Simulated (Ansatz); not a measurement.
**Geometry relaxation of Ni₃Si (part 2 of 2)**

The same run, continued: Ni₃Si (Pm-3m, 4 atoms in the cell); DFT PBEsol, scalar-relativistic, plane waves, PAW, no spin polarisation (Ansatz 0.2.0); cutoff 420 eV, 12×12×12 k-mesh, Gaussian smearing of 0.1 eV. The structure derives from an entry of the Crystallography Open Database. It belongs to a series of runs on one base structure; here: relaxed at 20 GPa.

Geometry of the input (Å; fractional positions):
```
3.3790  0.0000  0.0000
0.0000  3.3790  0.0000
0.0000  0.0000  3.3790
Si 0.0000  0.0000  0.0000
Ni 0.0000  0.5000  0.5000
Ni 0.5000  0.0000  0.5000
Ni 0.5000  0.5000  0.0000
```

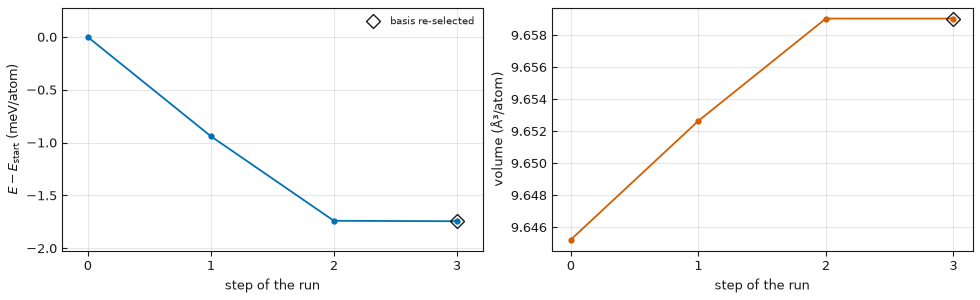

Progress of the relaxation, step by step (the first geometry is step 0 here and step 1 in the log). No atom moves by more than 0.005 Å relative to the cell. Cell: a = b = c 3.379 → 3.381 Å (0.0 %). Volume +0.1 %. The space group stays Pm-3m (No. 221). Over 2 geometry steps the energy falls by 1.7 meV per atom. All forces vanish by symmetry, so only the cell relaxes. Pressure: 20.47 GPa at the start and 20.00 GPa at the end. A last SCF at the same geometry on a re-selected plane-wave basis shifts the energy by next to nothing (0.0 meV per atom).

```
basis re-selected at this cell: Δ(F+E_penalty+E_count) = -1.660e-5 eV, ΔP = +0.000 GPa vs the last step (what re-selecting the basis moved, of the pressure what is left beyond the Pulay correction that the steps carried, after the strain that the cell walked since its last selection, with what the two solves' SCF thresholds leave and, on support functions, any second-order correction that the steps lacked; it is no measure of the basis error at this ecutwfc). This SCF's stress stands 6.49e-4 GPa from its target on what of the cell is left free (relax.cell.stress_tol is 8.00e-2 GPa) and its largest allowed force component is 1.63e-29 eV/Å (relax.f_tol is 8.00e-3 eV/Å): within both
SCF converged after 7 iterations
Free energy (F): -18038.371601 eV
Harris-Foulkes:  -18038.371601 eV  (|F-HF|=0.00e0)
Internal energy: -18038.362036 eV  (E = F + TS)
E sigma→0 (E₀):  -18038.366818 eV
Entropy (-TS):   -0.009565 eV (-2.391 meV/atom)
Fermi energy:    19.863369 eV
--- Per-component energies (eV) ---
  E_band       = -722.998556
  E_kinetic    = 907.467232
  E_local      = -11117.418380  (includes V_loc(G=0)·N_el)
  E_nonlocal   = 1932.387604
  E_hartree    = 4755.853910
  E_xc         = -316.807653
  E_vxc        = -386.355320  (∫ρ·V_xc dr)
  E_paw        = -5282.621011  (= ΣΔE_a)
  E_vpaw       = -1570.789187  (= ΣTr[D̂ρ^β])
  E_aug_tail   = 0.001673  (compensation charges beyond the density's cutoff)
  E_ewald      = -8917.848836
  E_core_change = 0.623427  (= ΣΔE_core)
  E_smearing   = -0.009565  (= −TS)
  E_closure    = -0.000000  (closes the sum)
  Σ components = -18038.371601   (vs F -18038.371601, Δ=0.00e0)
--- Forces (eV/Å), atoms counted from 1 ---
  atom   1  Si     0.00000000    -0.00000000     0.00000000
  atom   2  Ni     0.00000000     0.00000000     0.00000000
  atom   3  Ni     0.00000000     0.00000000     0.00000000
  atom   4  Ni     0.00000000     0.00000000     0.00000000
  max |Σ_I F_I| component: 4.42e-29 eV/Å
--- Stress (GPa, compression-positive) ---
       20.000649      -0.000000       0.000000
       -0.000000      20.000649      -0.000000
        0.000000      -0.000000      20.000649
  P = ⅓ Tr σ = 20.0006 GPa (200.006 kbar)
--- Band table (eV; the first three rows and the last of 84) ---
  k-point 0: bands = ["-83.2720", "-83.2128", "-83.2128", "-43.9221", "-43.9221", "-43.9221", "-43.8282", "-43.8282", "-43.8282", "-43.6235", "-43.6235", "-43.6235", "6.9672", "14.1621", "15.0474", "15.0474", "15.6505", "15.6505", "15.6505", "18.0294", "18.0294", "18.0294", "18.7895", "18.7895", "18.7895", "19.1463", "19.1463", "19.5390", "19.9098", "19.9098", "19.9098", "25.7388", "26.6892", "26.6892", "31.1790"]
  k-point 1: bands = ["-83.2711", "-83.2137", "-83.2128", "-43.9200", "-43.9200", "-43.9192", "-43.8288", "-43.8288", "-43.8284", "-43.6269", "-43.6249", "-43.6249", "7.0569", "14.1898", "14.9331", "15.1139", "15.6477", "15.6477", "15.6783", "17.8398", "17.8398", "17.9977", "18.5151", "18.8868", "18.8868", "19.1482", "19.1591", "19.4981", "19.9099", "20.0747", "20.0747", "25.9076", "26.6576", "26.9677", "30.8952"]
  k-point 2: bands = ["-83.2685", "-83.2163", "-83.2128", "-43.9141", "-43.9141", "-43.9111", "-43.8308", "-43.8308", "-43.8289", "-43.6364", "-43.6289", "-43.6289", "7.3225", "14.1336", "14.6901", "15.3059", "15.6347", "15.6347", "15.7586", "17.5459", "17.5459", "17.9068", "18.0537", "18.8926", "18.8926", "19.0686", "19.1486", "19.3808", "19.9102", "20.5941", "20.5941", "26.0287", "26.5661", "27.9045", "29.9450"]
  k-point 83: bands = ["-83.2323", "-83.2323", "-83.2323", "-43.9511", "-43.9511", "-43.9511", "-43.8831", "-43.7475", "-43.7475", "-43.7475", "-43.5824", "-43.5824", "11.0490", "14.8864", "14.8864", "14.8864", "15.6489", "15.6489", "15.6489", "17.2451", "17.2451", "17.2451", "18.1495", "18.1495", "18.1495", "18.4014", "18.4014", "19.1037", "19.6329", "19.6329", "19.6329", "21.6111", "24.3371", "24.3371", "24.3371"]
--- Relaxed structure (3 steps of the walk, 3 accepted, 1 SCFs on fresh bases) ---
  F+E_penalty+E_count = -18038.37160107 eV   max|allowed force component| = 1.629e-29 eV/Å   (the final SCF, on the basis selected at the relaxed cell)
  cell:  # Å, volume = 38.6362 Å³
    - [3.380632482143924, 5.175946521326953e-34, 2.0061770254033706e-36]
    - [5.175946521326953e-34, 3.380632482143924, 0.0]
    - [2.0061770254033706e-36, 0.0, 3.380632482143924]
  atoms:
    - { symbol: Si, position: [-5.566084716452934e-38, -6.725685702849101e-38, 3.7107231467318717e-38] }
    - { symbol: Ni, position: [1.6698254158485157e-37, 0.5, 0.5] }
    - { symbol: Ni, position: [0.5, 4.4064837366179044e-38, 0.5] }
    - { symbol: Ni, position: [0.5, 0.5, 5.566084719652328e-38] }
```

## Trajectory as extended XYZ (Å, eV, eV/Å), 4 frames, from step=1 to step=4
```
4
Lattice="3.3790 0.0000 0.0000 0.0000 3.3790 0.0000 0.0000 0.0000 3.3790" Properties=species:S:1:pos:R:3:forces:R:3 step=1 energy=-18038.36463 pressure_GPa=20.47
Si    0.0000    0.0000    0.0000    0.0000   0.0000   0.0000
Ni    0.0000    1.6895    1.6895    0.0000   0.0000   0.0000
Ni    1.6895    0.0000    1.6895    0.0000   0.0000   0.0000
Ni    1.6895    1.6895    0.0000    0.0000   0.0000   0.0000
4
Lattice="3.3799 0.0000 0.0000 0.0000 3.3799 0.0000 0.0000 0.0000 3.3799" Properties=species:S:1:pos:R:3:forces:R:3 step=2 energy=-18038.36838 pressure_GPa=20.22
Si    0.0000    0.0000    0.0000    0.0000   0.0000   0.0000
Ni    0.0000    1.6899    1.6899    0.0000   0.0000   0.0000
Ni    1.6899    0.0000    1.6899    0.0000   0.0000   0.0000
Ni    1.6899    1.6899    0.0000    0.0000   0.0000   0.0000
4
Lattice="3.3806 0.0000 0.0000 0.0000 3.3806 0.0000 0.0000 0.0000 3.3806" Properties=species:S:1:pos:R:3:forces:R:3 step=3 energy=-18038.37158 pressure_GPa=20.00
Si    0.0000    0.0000    0.0000    0.0000   0.0000   0.0000
Ni    0.0000    1.6903    1.6903    0.0000   0.0000   0.0000
Ni    1.6903    0.0000    1.6903    0.0000   0.0000   0.0000
Ni    1.6903    1.6903    0.0000    0.0000   0.0000   0.0000
4
Lattice="3.3806 0.0000 0.0000 0.0000 3.3806 0.0000 0.0000 0.0000 3.3806" Properties=species:S:1:pos:R:3:forces:R:3 step=4 energy=-18038.37160 pressure_GPa=20.00
Si    0.0000    0.0000    0.0000    0.0000   0.0000   0.0000
Ni    0.0000    1.6903    1.6903    0.0000   0.0000   0.0000
Ni    1.6903    0.0000    1.6903    0.0000   0.0000   0.0000
Ni    1.6903    1.6903    0.0000    0.0000   0.0000   0.0000
```

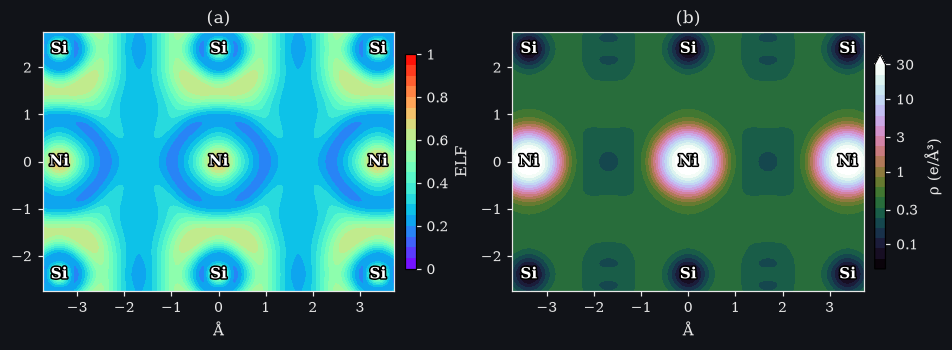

(a) ELF; (b) valence pseudo-density on the (101) plane of the conventional cell. Atoms in the plane: Si and Ni. Si–Ni (2.39 Å): ρ at the midpoint is about 0.42 e/Å³; the ELF is about 0.40 at the midpoint. Away from the nuclei the density in this plane falls to 0.2 e/Å³ at its lowest. The strong features right at Ni lie inside the PAW spheres (semicore, d or f shells) and say nothing about bonding. The fields are those of the smooth PAW valence density.

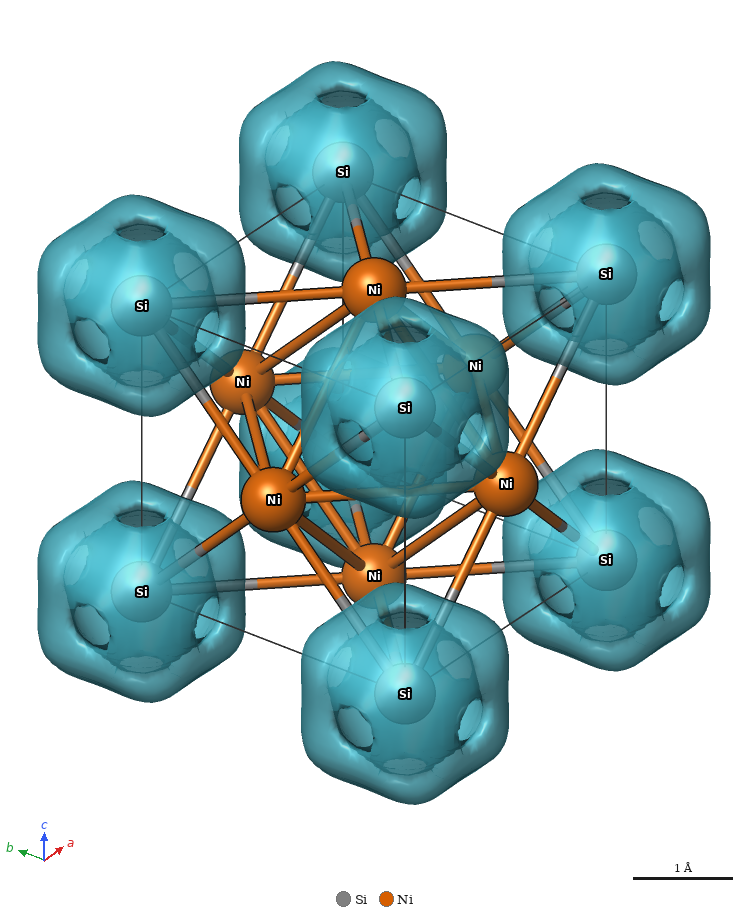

Isosurface of the ELF at 0.55 (cyan), seen at an oblique angle. Only the valence region is drawn (cores and ρ < 0.01 e/Å³ removed). Sticks mark near contacts. The outline is the cell set on symmetry axes. Along the contacts the grid gives the following. Si–Ni (2.39 Å): the ELF is about 0.40 at the midpoint. Ni–Ni (2.39 Å): the ELF is about 0.25 at the midpoint; no localised pair between them.
